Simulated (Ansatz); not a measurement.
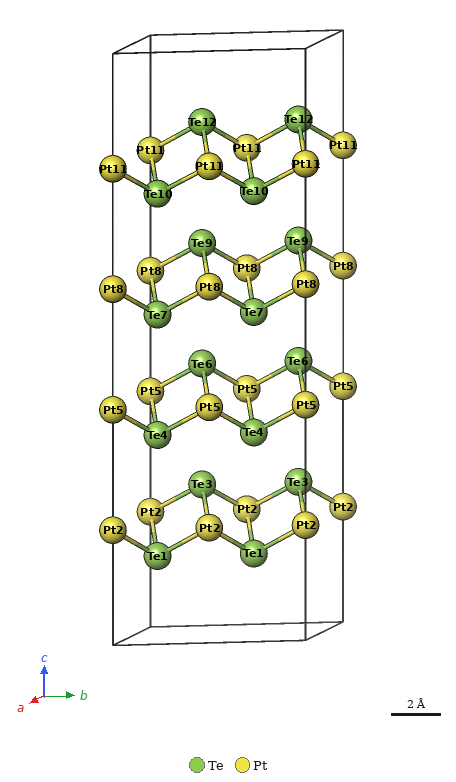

*The structure as given in the input (ball-and-stick view of the 1 × 2 repeat of the cell, with the vacuum cut short, seen slightly off an axis; atoms are numbered from 1 in the order of the input). An atom can appear more than once, as a periodic image.*

# Single-point calculation, with input and output: PtTe2 (part 1 of 2)

PtTe2 (slab, 12 atoms in the cell), computed with DFT r2SCAN, scalar-relativistic, plane waves, PAW, no spin polarisation (Ansatz 0.2.0).

The structure derives from an entry of the Crystallography Open Database. Figures and captions count atoms from 1; the log counts them from 0 in places.

Input file:
```yaml
crystal:
  lattice:
    - [4.0336594709, 0.0, 0.0]
    - [-2.0168297355, 3.493251572, 0.0]
    - [0.0, 0.0, 62.006987826]
  atoms:
    - { symbol: Te, position: [0.6666666667, 0.3333333333, 0.3537635891] }
    - { symbol: Pt, position: [0.0, 0.0, 0.376247373] }
    - { symbol: Te, position: [0.3333333333, 0.6666666667, 0.3980284601] }
    - { symbol: Te, position: [0.6666666667, 0.3333333333, 0.4366583776] }
    - { symbol: Pt, position: [0.0, 0.0, 0.4586945921] }
    - { symbol: Te, position: [0.3333333333, 0.6666666667, 0.480828745] }
    - { symbol: Te, position: [0.6666666667, 0.3333333333, 0.519171255] }
    - { symbol: Pt, position: [0.0, 0.0, 0.5413054079] }
    - { symbol: Te, position: [0.3333333333, 0.6666666667, 0.5633416224] }
    - { symbol: Te, position: [0.6666666667, 0.3333333333, 0.6019715399] }
    - { symbol: Pt, position: [0.0, 0.0, 0.623752627] }
    - { symbol: Te, position: [0.3333333333, 0.6666666667, 0.6462364109] }
  periodic: [true, true, false]
basis:
  ecutwfc: 500
kpoints:
  mp_grid: { grid: [12, 12, 1] }
  band_path:
    path:
      - [0.0, 0.0, 0.0]
      - [0.05, 0.0, 0.0]
      - [0.1, 0.0, 0.0]
      - [0.15, 0.0, 0.0]
      - [0.2, 0.0, 0.0]
      - [0.25, 0.0, 0.0]
      - [0.3, 0.0, 0.0]
      - [0.35, 0.0, 0.0]
      - [0.4, 0.0, 0.0]
      - [0.45, 0.0, 0.0]
      - [0.5, 0.0, 0.0]
      - [0.4833333333, 0.0333333333, 0.0]
      - [0.4666666667, 0.0666666667, 0.0]
      - [0.45, 0.1, 0.0]
      - [0.4333333333, 0.1333333333, 0.0]
      - [0.4166666667, 0.1666666667, 0.0]
      - [0.4, 0.2, 0.0]
      - [0.3833333333, 0.2333333333, 0.0]
      - [0.3666666667, 0.2666666667, 0.0]
      - [0.35, 0.3, 0.0]
      - [0.3333333333, 0.3333333333, 0.0]
      - [0.3, 0.3, 0.0]
      - [0.2666666667, 0.2666666667, 0.0]
      - [0.2333333333, 0.2333333333, 0.0]
      - [0.2, 0.2, 0.0]
      - [0.1666666667, 0.1666666667, 0.0]
      - [0.1333333333, 0.1333333333, 0.0]
      - [0.1, 0.1, 0.0]
      - [0.0666666667, 0.0666666667, 0.0]
      - [0.0333333333, 0.0333333333, 0.0]
    npoints: 1
hamiltonian:
  xc: r2scan
scf:
  occupations: { method: gaussian, width: 0.1 }
  n_extra_bands: 6
output:
  forces: true
  stress: true
  eigenvalues: true
  write_density: true
  write_potential: true
  elf: true
  volumetric_format: npy
```

Hardware: 8 threads of Arm Neoverse V1, 24 GiB of memory available, shared host.

Launch command:
```bash
ansatz run input.yaml --threads 8 --pin off --max-ram 22528MiB --backend cpu --events-out ev --progress --plain --runs-dir out
```

What the program printed:
```
scf.n_extra_bands = 6 over 100 filled bands (N_el = 200.0): the run solves 106 bands
Engine: ansatz 0.2.0, aarch64-unknown-linux-gnu
Pseudopotentials: kind: paw
Pseudopotential: Te, paw, valence charge 16, recommended cutoff 500 eV (meta_gga), Te.paw.azcp
Pseudopotential: Pt, paw, valence charge 18, recommended cutoff 500 eV (meta_gga), Pt.paw.azcp
Functional definition: r2SCAN
  parameter k0 = 0.174
  parameter k1 = 0.065
  parameter a1 = 4.9479
  exchange = r2scan_x(k0 = k0, k1 = k1, a1 = a1)
  correlation = r2scan_c
Crystal: 12 atoms, lattice volume = 873.715 Å³
Basis set: ecut = 500 eV, 22337 PW (Γ), exchange–correlation on 120×120×1920 points (64 copies of the dense FFT grid, shifted against one another)
Bands: 106, of which v1, the nominal top of the filled ones, is band 100 counted from 1 (99 counted from 0)
Symmetry: 12 space group operations
Space group: P-3m1 (ITA 164), of the structure as read, at distance tolerance 9.6e-5 Å
k-points: 19 of 144
Non-local potential: Te, projectors of the file, l = 0: 2, l = 1: 2, l = 2: 2, l = 3: 2
Non-local potential: Pt, projectors of the file, l = 0: 3, l = 1: 2, l = 2: 2, l = 3: 1
PAW form: soft (Blöchl's): semilocal exchange-correlation on the pseudo side does not see the compensation charge
PAW frozen core: Te, regenerated for the run's functional (the file was generated under x = pbe(κ = 0.804, μ = 0.2195149727645171), c = pbe(β = 0.06672455060314922))
PAW frozen core: Pt, regenerated for the run's functional (the file was generated under x = pbe(κ = 0.804, μ = 0.2195149727645171), c = pbe(β = 0.06672455060314922))
PAW one-centre angular grid: Te, 590 points (default); XC on 160 Gauss nodes
PAW one-centre angular grid: Pt, 590 points (default); XC on 160 Gauss nodes
Initial density: superposition of atomic densities (neutral atoms: chi_scale 0, normalization atom), corrected by the library's trained network
Initial wavefunctions: pseudopotential atomic-orbital guess
Functional: x = r2scan, c = r2scan; τ floored in thin density (d = 2e-4 eV/Å³)
SCF iter   1: F=—  HF=-106110.473125 eV  |F-HF|=—  |Δ(HF+E_count)|=         —  Δρ=3.35e-3  dr2=1.19e-1  dr2_τ=1.37e-1  ethr=1.77e-3  ⟨swp⟩=11.1  Hψ=12586  notcnv=0
preconditioner: auto → LDOS  [metal: Δε(μ)=0.055 eV  Ē_g=6.535 eV  σ=0.100 eV  W_gap=0.30  n_scr=180 (ndim 8)  ℏωp=11.8 eV  f_vac=0.652  D(μ)=5.36/eV (n_scr^D=20)  β→1.0]
SCF iter   2: F=—  HF=-106110.595247 eV  |F-HF|=—  |Δ(HF+E_count)|=   1.22e-1  Δρ=1.68e-3  dr2=3.73e-2  dr2_τ=1.02e-2  ethr=5.95e-5  ⟨swp⟩=3.9  Hψ=5855  notcnv=0  defer=10
SCF iter   3: F=—  HF=-106110.590390 eV  |F-HF|=—  |Δ(HF+E_count)|=   4.86e-3  Δρ=3.81e-4  dr2=1.80e-3  dr2_τ=2.64e-4  ethr=1.86e-5  ⟨swp⟩=4.0  Hψ=4960  notcnv=0  defer=10
SCF iter   4: F=—  HF=-106110.590618 eV  |F-HF|=—  |Δ(HF+E_count)|=   2.27e-4  Δρ=1.52e-4  dr2=4.08e-4  dr2_τ=1.82e-5  ethr=8.98e-7  ⟨swp⟩=3.2  Hψ=4485  notcnv=0  defer=10
SCF iter   5: F=—  HF=-106110.590551 eV  |F-HF|=—  |Δ(HF+E_count)|=   6.69e-5  Δρ=3.68e-5  dr2=1.94e-5  dr2_τ=1.89e-6  ethr=2.04e-7  ⟨swp⟩=2.8  Hψ=3858  notcnv=0  defer=10
SCF iter   6: F=—  HF=-106110.591072 eV  |F-HF|=—  |Δ(HF+E_count)|=   5.21e-4  Δρ=1.01e-5  dr2=5.25e-6  dr2_τ=1.53e-7  ethr=9.71e-9  ⟨swp⟩=3.7  Hψ=4260  notcnv=0  defer=10
SCF iter   7: F=—  HF=-106110.591072 eV  |F-HF|=—  |Δ(HF+E_count)|=   3.08e-7  Δρ=3.57e-6  dr2=4.72e-7  dr2_τ=9.24e-9  ethr=2.62e-9  ⟨swp⟩=2.9  Hψ=3107  notcnv=0  defer=10
SCF iter   8: F=—  HF=-106110.591072 eV  |F-HF|=—  |Δ(HF+E_count)|=   1.33e-8  Δρ=1.30e-6  dr2=1.10e-7  dr2_τ=1.71e-9  ethr=5.00e-11  ⟨swp⟩=20.3  Hψ=22855  notcnv=0
SCF iter   9: F=-106110.591072 eV  HF=-106110.591072 eV  |F-HF|=2.33e-9  |Δ(HF+E_count)|=   3.23e-9  Δρ=5.60e-7  dr2=6.16e-9  dr2_τ=1.89e-10  ethr=5.00e-11  ⟨swp⟩=11.1  Hψ=14984  notcnv=0
SCF 1 converged in 9 iterations: F = -106110.591072 eV  dr2 = 6.16e-9
  greatest PAW one-centre occupation: 1.000 electrons in one spin orbital (limit 2), on the Pt atom at site 10 (counted from 0), in its partial waves of l = 0
NSCF: frozen V_eff on 30 k-points
WARN: The output density's exchange-correlation potential varies sharply where the density is thin. Do not read a vacuum level from v_tot or v_xc, or from such a field of the output density. On a cell that repeats whose density bears no net charge and no dipole along the vacuum's axis use v_es (v_loc + v_h of the components); under efield.dipole_correction with no amplitude use v_es + v_field, which holds any external_charges[].barrier, or the levels of the report's work_function block, which leave it out; under a non-zero efield.amplitude the vacuum is tilted and has no level; on a cell that repeats and bears such a dipole with no correction it is tilted too, and efield.dipole_correction with no amplitude gives each side of its ramp a level where efield: is served; in a cell that repeats whose density bears a net charge (total_charge, or a fill off its count) it is curved and has none; of a slab under crystal.periodic whose density bears no net charge use v_es, which has a level on each side, short of where the two are joined; of another it falls or rises all the way out and has none; of a slab beside external_charges read slab_vacuum_level instead, which it has where they leave it neutral. The grid or the basis barely resolves most such structure, and the values can differ between equally converged runs; as a rule a tighter scf.convergence.dr2_threshold does not remove it. Where the density itself ripples (under the LDA too) a higher basis.ecutwfc lessens it. The files hold the spikes' plane waves up to the density's cutoff. Files: v_tot_of_output_density and the like, and their columns of v_z.tsv (output.write_potential); v_xc_of_output_density and the like, and their columns of v_comp_z.tsv (output.write_potential_components). Measured: with its Gaussian average of σ = 0.25 Å subtracted twice, the exchange-correlation potential is over 0.1 eV at 92119 of the grid points where the equally averaged density (valence and model cores) is under 1e-3 e/Å³, and 0.603 eV at the most among them, at an averaged density of 4.1e-10 e/Å³. The input density's (outcome.potential() and, of a run that writes arrays, v_tot and v_xc) is over 0.1 eV, so measured, at 1502 points of its own thin density, 0.258 eV at the most. See output.write_potential in the manual, Limitations
SCF converged after 9 iterations
Free energy (F): -106110.591072 eV
Harris-Foulkes:  -106110.591072 eV  (|F-HF|=2.33e-9)
Internal energy: -106110.564794 eV  (E = F + TS)
E sigma→0 (E₀):  -106110.577933 eV
Entropy (-TS):   -0.026278 eV (-2.190 meV/atom)
Fermi energy:    -4.460703 eV
--- Per-component energies (eV) ---
  E_band       = -6599.038355
  E_kinetic    = 4000.362301
  E_local      = -2265077.148198  (includes V_loc(G=0)·N_el)
  E_nonlocal   = -1679.041285
  E_hartree    = 1131296.297871
  E_xc         = -1926.015121
  E_vxc        = -2251.348081  (∫ρ·V_xc dr)
  E_paw        = -75413.510181  (= ΣΔE_a)
  E_vpaw       = -4326.486093  (= ΣTr[D̂ρ^β])
  E_aug_tail   = 0.000298  (compensation charges beyond the density's cutoff)
  E_vtau       = 142.092658  (kinetic-family band-sum trace: ∫τ·v_τ [+ j·A + Jᵃ·Aᵃ] dr)
  E_ewald      = 1102687.136655
  E_core_change = 1.352866  (= ΣΔE_core)
  E_smearing   = -0.026278  (= −TS)
  E_closure    = 0.000000  (closes the sum)
  Σ components = -106110.591072   (vs F -106110.591072, Δ=0.00e0)
--- Forces (eV/Å), atoms counted from 1 ---
  atom   1  Te     0.00000000     0.00000000    -0.00474290
  atom   2  Pt    -0.00000000    -0.00000000    -0.08397960
  atom   3  Te    -0.00000000    -0.00000000    -0.25185248
  atom   4  Te     0.00000000     0.00000000     0.19325197
  atom   5  Pt     0.00000000    -0.00000000    -0.00518697
  atom   6  Te    -0.00000000    -0.00000000    -0.20798253
  atom   7  Te     0.00000000     0.00000000     0.20798253
  atom   8  Pt    -0.00000000     0.00000000     0.00518697
  atom   9  Te    -0.00000000    -0.00000000    -0.19325197
  atom  10  Te     0.00000000     0.00000000     0.25185248
  atom  11  Pt     0.00000000     0.00000000     0.08397960
  atom  12  Te    -0.00000000    -0.00000000     0.00474290
  max |Σ_I F_I| component: 1.56e-17 eV/Å
--- 2D stress c σ (N/m, compression-positive) ---
        2.511468      -0.000000       0.000000
       -0.000000       2.511468       0.000000
        0.000000       0.000000       0.000000
  P = ½ c Tr σ = 2.5115 N/m
--- Band table (eV; the first three rows and the last of 19) ---
  k-point 0: bands = ["-105.8669", "-105.8669", "-105.8432", "-105.8432", "-59.5041", "-59.5041", "-59.5041", "-59.5041", "-59.4879", "-59.4879", "-59.4879", "-59.4879", "-59.4229", "-59.4229", "-59.4138", "-59.4138", "-43.0796", "-43.0796", "-43.0793", "-43.0793", "-43.0746", "-43.0746", "-43.0701", "-43.0701", "-43.0603", "-43.0603", "-43.0602", "-43.0602", "-43.0584", "-43.0545", "-43.0545", "-43.0509", "-43.0473", "-43.0473", "-43.0472", "-43.0472", "-43.0426", "-43.0426", "-43.0411", "-43.0411", "-43.0407", "-43.0407", "-43.0344", "-43.0344", "-43.0344", "-43.0344", "-42.7663", "-42.7663", "-42.7663", "-42.7663", "-42.7255", "-42.7255", "-42.7255", "-42.7255", "-42.7083", "-42.7083", "-19.1457", "-18.8972", "-18.5302", "-18.1479", "-17.2694", "-16.6259", "-16.0259", "-15.5684", "-11.4202", "-10.7635", "-10.4826", "-10.4826", "-10.4264", "-10.4264", "-10.3552", "-10.3552", "-10.3459", "-10.3459", "-9.9965", "-9.4188", "-8.5553", "-8.5553", "-8.5359", "-8.5359", "-8.5075", "-8.5075", "-8.5048", "-8.5048", "-7.4220", "-7.3200", "-7.1623", "-6.5867", "-6.3639", "-5.8797", "-5.8797", "-5.5922", "-5.5922", "-5.2592", "-5.2592", "-5.1097", "-5.0724", "-5.0724", "-4.1290", "-3.4914", "-3.4914", "-3.2637", "-3.0219", "-3.0219", "-2.5689", "-2.5689"]
```
